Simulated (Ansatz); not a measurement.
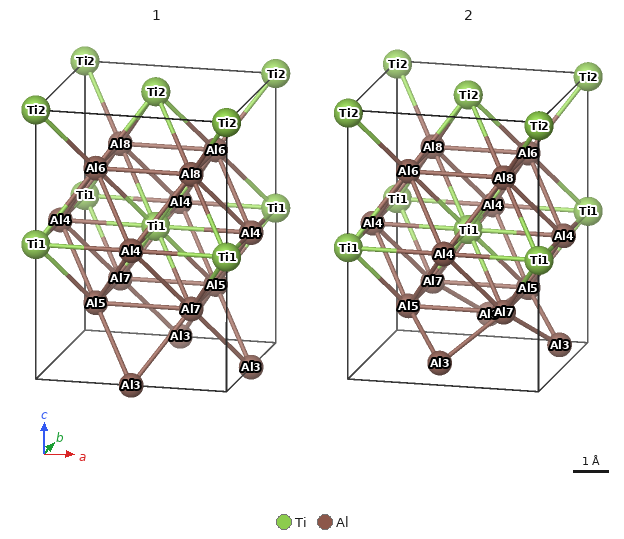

Two geometries of a crystal of TiAl₃ (set up in P1), drawn at one scale. One is the start of a relaxation, the other its converged end. The picture is a ball-and-stick view of the conventional cell (2 times the calculation's cell), seen slightly off an axis. Lengths and directions refer to the drawn axes.

Level of theory: DFT PBE, scalar-relativistic, plane waves, PAW in Ansatz. Settings: plane-wave cutoff 420 eV; k-point mesh 8 × 8 × 4; occupations gaussian; smearing width 0.15 eV; no spin polarisation; cell and atoms relaxed; force threshold 0.01 eV/Å; at most 80 steps.

### Which geometry has the lower energy?

Structure 1 is the relaxed one. Al3 moves most: 0.66 Å along [1 0 −3]. Largest moves by element: Al 0.66 Å, Ti 0.09 Å. The cell stays as it was. Near-neighbour distances that change, for instance: Al3–Al6 3.444 → 2.815 Å, Al3–Al8 3.419 → 2.815 Å, Al3–Al5 2.259 → 2.813 Å, Al3–Al8 (another image) 3.339 → 2.815 Å. The space group (tolerance 0.01 Å) goes from P1 (No. 1) to Pm-3m (No. 221). After 4 accepted moves (5 points after the start) the energy has fallen by 252 meV per atom. Largest force component: 5.6 eV/Å at the start, 0.0067 eV/Å at the end. The pressure goes from 6.03 to 0.00 GPa. The SCF was repeated once at an unchanged geometry on a basis and grid sized afresh for the cell, which shifted the energy by less than 0.05 meV per atom at most.
